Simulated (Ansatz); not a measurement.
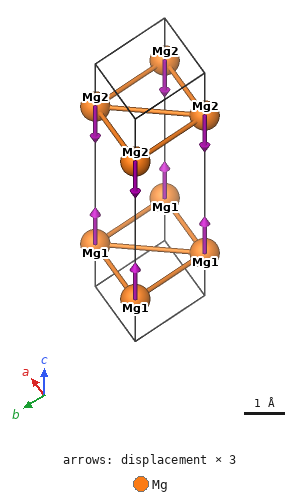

A relaxation of crystalline Mg (a generated structure, set up in P6/mmm) (coarse preliminary run). The starting structure is drawn; purple arrows show the displacements (the part carried along by the change of the cell is left out), 3 times their true length.

A ball-and-stick model of the cell of the calculation, seen from a free direction.

Theory: DFT PBE, scalar-relativistic, plane waves, PAW in Ansatz. Settings: plane-wave cutoff 420 eV; k-point mesh 6 × 6 × 4; occupations gaussian; smearing width 0.1 eV; no spin polarisation; cell and atoms relaxed; force threshold 0.04 eV/Å; at most 70 steps.

> What did the optimiser do to the structure, and how much energy did it gain?

The largest moves relative to the cell, 0.37 Å, are those of Mg1 and Mg2. Mg1 goes along +c. The volume changes by +12.6 %, with a = b 2.817 → 3.075 Å (+9.2 %), c 6.690 → 6.321 Å (−5.5 %). Among the contacts that change: Mg1–Mg2 4.139 → 3.164 Å, Mg1–Mg2 (another image) 2.552 → 3.157 Å, Mg1–Mg1 2.817 → 3.075 Å. The space group stays P6/mmm (No. 191). The energy falls by 0.847 eV per cell of the calculation in 3 accepted moves (4 points after the start). The largest force component goes from 1.8 to 0.005 eV/Å. Pressure: 11.84 GPa at the start and 0.02 GPa at the end. The SCF was repeated once at an unchanged geometry on a basis and grid sized afresh for the cell, which shifted the energy by 0.6 meV per cell of the calculation at most. Cost: 3.8 s on 1 thread of Arm Neoverse V2 (shared host), peak memory 0.28 GiB.

Limits of the set-up: the k-point mesh is coarse for a cell with partly filled bands.
